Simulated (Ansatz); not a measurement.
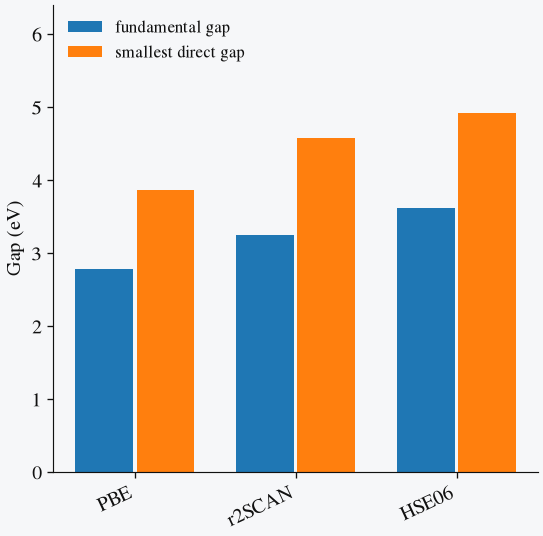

Gaps of BeSe, space group F-43m, 2 atoms in the cell, zincblende type, hydrostatic strain +2.0%, at several levels of theory on one cell (Ansatz, plane waves and PAW; edges over the mesh and the special points).

Q: How does the gap depend on the level, and does its kind change?

A: In rising order: PBE 2.77 eV, r2SCAN 3.24 eV and HSE06 3.61 eV. It is indirect at every level.
